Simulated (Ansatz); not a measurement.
# What a change does: single-point calculation on Ge

System: Ge (4 atoms in the cell).
Method of run 1: DFT PBEsol, scalar-relativistic, plane waves, PAW, no spin polarisation (Ansatz 0.2.0).

The structure derives from a Materials Project entry. Text and figures count atoms from 1; the logs count them from 0 in places.

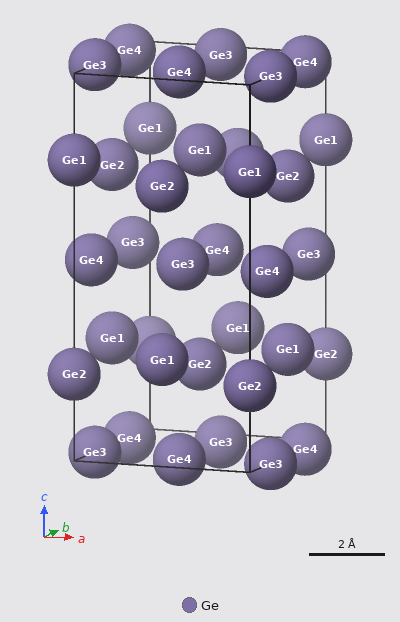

Figure 1. The structure as given in the input (spheres-only view of the cell 4 times as large as that of the calculation, set on its symmetry axes, seen slightly off an axis; atoms are numbered from 1 in the order of the input). An atom can appear more than once, as a periodic image.

The input, run 1:
```yaml
crystal:
  lattice:
    - [0.0, 2.7619570447, 5.2605457021]
    - [2.5303854306, 0.0, 5.2605457021]
    - [2.5303854306, 2.7619570447, 0.0]
  atoms:
    - { symbol: Ge, position: [0.776317317, 0.776317317, 0.223682683] }
    - { symbol: Ge, position: [0.223682683, 0.223682683, 0.776317317] }
    - { symbol: Ge, position: [0.2727382667, 0.7272617333, 0.2727382667] }
    - { symbol: Ge, position: [0.7272617333, 0.2727382667, 0.7272617333] }
basis:
  ecutwfc: 420
kpoints:
  mp_grid: { grid: [14, 14, 14] }
hamiltonian:
  xc: pbesol
scf:
  occupations: { method: gaussian, width: 0.15 }
output:
  forces: true
  stress: true
  eigenvalues: true
  write_density: true
  write_potential: true
  elf: true
  volumetric_format: npy
```

Launched with:
```bash
ansatz run input.yaml --threads 1 --pin off --max-ram 2560MiB --backend cpu --events-out ev --progress --plain --runs-dir out
```

Hardware: 1 thread of Intel Xeon @ 2.50GHz (Skylake/Cascade Lake), 192 GiB of memory available, shared host.

Output, shortened to warnings, some set-up lines, iterations and results (run 1):
```
Basis set: ecut = 420 eV, 1441 PW (Γ), exchange–correlation on 80×80×54 points (8 copies of the dense FFT grid, shifted against one another)
Symmetry: 8 space group operations
k-points: 428 of 2744
Initial density: superposition of atomic densities (neutral atoms: chi_scale 0, normalization atom), corrected by the library's trained network
[...]
SCF iter   1: F=—  HF=-17013.195644 eV  |F-HF|=—  |Δ(HF+E_count)|=         —  Δρ=2.22e-3  dr2=2.58e-3  ethr=1.77e-3  ⟨swp⟩=5.3  Hψ=53638  notcnv=0  defer=2
SCF iter   2: F=—  HF=-17013.192820 eV  |F-HF|=—  |Δ(HF+E_count)|=   2.82e-3  Δρ=1.15e-3  dr2=8.54e-4  ethr=4.61e-6  ⟨swp⟩=2.0  Hψ=27091  notcnv=0  defer=5
SCF iter   3: F=—  HF=-17013.192782 eV  |F-HF|=—  |Δ(HF+E_count)|=   3.80e-5  Δρ=5.79e-4  dr2=2.53e-4  ethr=1.53e-6  ⟨swp⟩=1.0  Hψ=14068  notcnv=0  defer=5
SCF iter   4: F=—  HF=-17013.192752 eV  |F-HF|=—  |Δ(HF+E_count)|=   3.05e-5  Δρ=8.18e-5  dr2=4.37e-6  ethr=4.52e-7  ⟨swp⟩=2.0  Hψ=16389  notcnv=0  defer=5
SCF iter   5: F=—  HF=-17013.192728 eV  |F-HF|=—  |Δ(HF+E_count)|=   2.39e-5  Δρ=2.84e-5  dr2=4.11e-7  ethr=7.81e-9  ⟨swp⟩=2.0  Hψ=26097  notcnv=0  defer=5
SCF iter   6: F=-17013.192727 eV  HF=-17013.192727 eV  |F-HF|=1.65e-8  |Δ(HF+E_count)|=   4.51e-7  Δρ=9.25e-6  dr2=4.47e-8  ethr=1.79e-10  ⟨swp⟩=9.7  Hψ=99652  notcnv=0
SCF 1 converged in 6 iterations: F = -17013.192727 eV  dr2 = 4.47e-8
  Residual-converged pass: ⟨swp⟩=1.0  Hψ=16265  notcnv=0  max |occ|·‖R‖ = 7.0e-9 eV (tolerance 1.0e-8 eV)  dr2=4.47e-8  dr2_onsite=4.46e-8  max |Δocc| = 1.0e-10
SCF converged after 6 iterations
Free energy (F): -17013.192727 eV
Harris-Foulkes:  -17013.192727 eV  (|F-HF|=1.65e-8)
Internal energy: -17013.177027 eV  (E = F + TS)
E sigma→0 (E₀):  -17013.184877 eV
Entropy (-TS):   -0.015700 eV (-3.925 meV/atom)
Fermi energy:    11.195785 eV
--- Per-component energies (eV) ---
  E_band       = -445.375610
  E_kinetic    = 445.444528
  E_local      = -8583.186610  (includes V_loc(G=0)·N_el)
  E_nonlocal   = 1672.950614
  E_hartree    = 3758.952857
  E_xc         = -301.396740
  E_vxc        = -260.652084  (∫ρ·V_xc dr)
  E_paw        = -7908.230379  (= ΣΔE_a)
  E_vpaw       = -1237.836579  (= ΣTr[D̂ρ^β])
  E_aug_tail   = 0.001274  (compensation charges beyond the density's cutoff)
  E_ewald      = -6101.384317
  E_core_change = 3.671745  (= ΣΔE_core)
  E_smearing   = -0.015700  (= −TS)
  E_closure    = -0.000000  (closes the sum)
  Σ components = -17013.192727   (vs F -17013.192727, Δ=0.00e0)
--- Forces (eV/Å), atoms counted from 1 ---
  atom   1  Ge     0.00000000     0.00000000     0.21219827
  atom   2  Ge     0.00000000     0.00000000    -0.21219827
  atom   3  Ge     0.00000000    -0.27804346     0.00000000
  atom   4  Ge     0.00000000     0.27804346     0.00000000
  max |Σ_I F_I| component: 5.55e-17 eV/Å
--- Stress (GPa, compression-positive) ---
        5.284756       0.000000       0.000000
        0.000000       2.349437       0.000000
        0.000000       0.000000      -4.414188
  P = ⅓ Tr σ = 1.0733 GPa (10.733 kbar)
```

For run 2 the input was changed thus:
```diff
-    - [0.0, 2.7619570447, 5.2605457021]
-    - [2.5303854306, 0.0, 5.2605457021]
-    - [2.5303854306, 2.7619570447, 0.0]
+    - [0.0, 2.9314683247, 4.6697564013]
+    - [2.6856843241, 0.0, 4.6697564013]
+    - [2.6856843241, 2.9314683247, 0.0]
```

What does this change do to the results?

With the same functional and potentials, run 2 lies 2.4 meV per atom lower. The pressure goes from 1.07 to 0.58 GPa. The largest force goes from 0.278 to 0.299 eV/Å. The number of SCF iterations is the same. The plane waves at Γ go from 1441 to 1431.

Output, shortened to warnings, some set-up lines, iterations and results (run 2):
```
Basis set: ecut = 420 eV, 1431 PW (Γ), exchange–correlation on 80×80×54 points (8 copies of the dense FFT grid, shifted against one another)
Symmetry: 8 space group operations
k-points: 428 of 2744
Initial density: superposition of atomic densities (neutral atoms: chi_scale 0, normalization atom), corrected by the library's trained network
[...]
SCF iter   1: F=—  HF=-17013.204710 eV  |F-HF|=—  |Δ(HF+E_count)|=         —  Δρ=2.15e-3  dr2=1.91e-3  ethr=1.77e-3  ⟨swp⟩=5.4  Hψ=53370  notcnv=0  defer=5
SCF iter   2: F=—  HF=-17013.202174 eV  |F-HF|=—  |Δ(HF+E_count)|=   2.54e-3  Δρ=1.06e-3  dr2=5.83e-4  ethr=3.40e-6  ⟨swp⟩=2.0  Hψ=27811  notcnv=0  defer=5
SCF iter   3: F=—  HF=-17013.202185 eV  |F-HF|=—  |Δ(HF+E_count)|=   1.14e-5  Δρ=5.68e-4  dr2=2.07e-4  ethr=1.04e-6  ⟨swp⟩=1.0  Hψ=14082  notcnv=0  defer=5
SCF iter   4: F=—  HF=-17013.202171 eV  |F-HF|=—  |Δ(HF+E_count)|=   1.36e-5  Δρ=8.70e-5  dr2=5.16e-6  ethr=3.70e-7  ⟨swp⟩=2.0  Hψ=15996  notcnv=0  defer=5
SCF iter   5: F=—  HF=-17013.202173 eV  |F-HF|=—  |Δ(HF+E_count)|=   1.86e-6  Δρ=2.96e-5  dr2=4.67e-7  ethr=9.21e-9  ⟨swp⟩=2.0  Hψ=26077  notcnv=0  defer=5
SCF iter   6: F=-17013.202173 eV  HF=-17013.202173 eV  |F-HF|=8.28e-9  |Δ(HF+E_count)|=   6.35e-7  Δρ=9.63e-6  dr2=4.40e-8  ethr=1.79e-10  ⟨swp⟩=10.0  Hψ=115440  notcnv=0
SCF 1 converged in 6 iterations: F = -17013.202173 eV  dr2 = 4.40e-8
SCF converged after 6 iterations
Free energy (F): -17013.202173 eV
Harris-Foulkes:  -17013.202173 eV  (|F-HF|=8.28e-9)
Internal energy: -17013.183951 eV  (E = F + TS)
E sigma→0 (E₀):  -17013.193062 eV
Entropy (-TS):   -0.018222 eV (-4.555 meV/atom)
Fermi energy:    11.172164 eV
--- Per-component energies (eV) ---
  E_band       = -444.898789
  E_kinetic    = 445.083175
  E_local      = -8571.017318  (includes V_loc(G=0)·N_el)
  E_nonlocal   = 1672.274684
  E_hartree    = 3752.970617
  E_xc         = -301.325282
  E_vxc        = -260.539077  (∫ρ·V_xc dr)
  E_paw        = -7907.592604  (= ΣΔE_a)
  E_vpaw       = -1236.641563  (= ΣTr[D̂ρ^β])
  E_aug_tail   = 0.001279  (compensation charges beyond the density's cutoff)
  E_ewald      = -6107.250247
  E_core_change = 3.671745  (= ΣΔE_core)
  E_smearing   = -0.018222  (= −TS)
  E_closure    = 0.000000  (closes the sum)
  Σ components = -17013.202173   (vs F -17013.202173, Δ=0.00e0)
--- Forces (eV/Å), atoms counted from 1 ---
  atom   1  Ge     0.00000000     0.00000000    -0.29899469
  atom   2  Ge     0.00000000     0.00000000     0.29899469
  atom   3  Ge     0.00000000     0.17695974     0.00000000
  atom   4  Ge     0.00000000    -0.17695974     0.00000000
  max |Σ_I F_I| component: 5.55e-17 eV/Å
--- Stress (GPa, compression-positive) ---
       -4.542659       0.000000       0.000000
        0.000000       1.007206       0.000000
        0.000000       0.000000       5.269908
  P = ⅓ Tr σ = 0.5782 GPa (5.782 kbar)
```

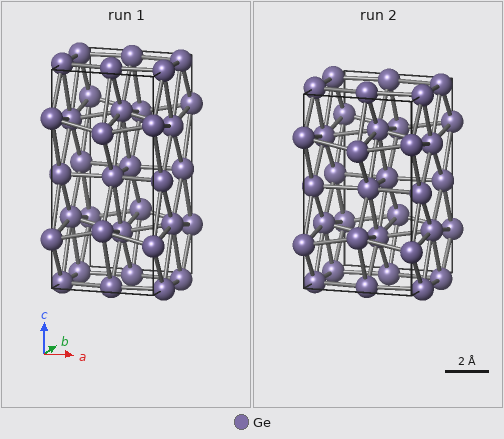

Figure 2. The two input geometries at one scale (ball-and-stick view of the cell 4 times as large as that of the calculation, set on its symmetry axes, seen slightly off an axis). The atoms keep their places relative to the cell (all moves are under 0.005 Å). The drawn cell changes at constant volume: a 5.061 → 5.371 Å (+6.1 %), b 5.524 → 5.863 Å (+6.1 %), c 10.521 → 9.340 Å (−11.2 %). Among the contacts that change: Ge–Ge 3.167 → 2.904 Å, Ge–Ge 2.794 → 2.631 Å, Ge–Ge 2.543 → 2.699 Å, Ge–Ge 2.817 → 2.972 Å.

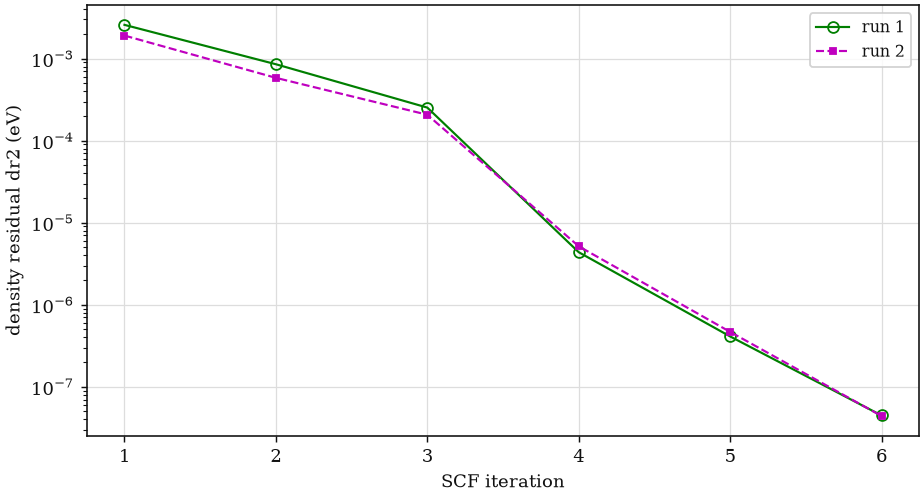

Figure 3. Convergence of the two runs: density residual dr2 against the SCF iteration. Run 1 takes 6 iterations in all, and run 2 takes 6.

The two runs side by side:

| quantity | run 1 | run 2 |
| --- | --- | --- |
| outcome | converged | converged |
| free energy per atom (eV) | −4253.2982 | −4253.3005 |
| energy per atom, smearing taken to zero (eV) | −4253.2962 | −4253.2983 |
| gap on the mesh (eV) | 0.00 | 0.00 |
| pressure (GPa) | 1.07 | 0.58 |
| largest force (eV/Å) | 0.278 | 0.299 |
| SCF iterations | 6 | 6 |
| irreducible k-points | 428 | 428 |
| plane waves at Γ | 1441 | 1431 |
| wall time (shared host) | 76 s | 90 s |
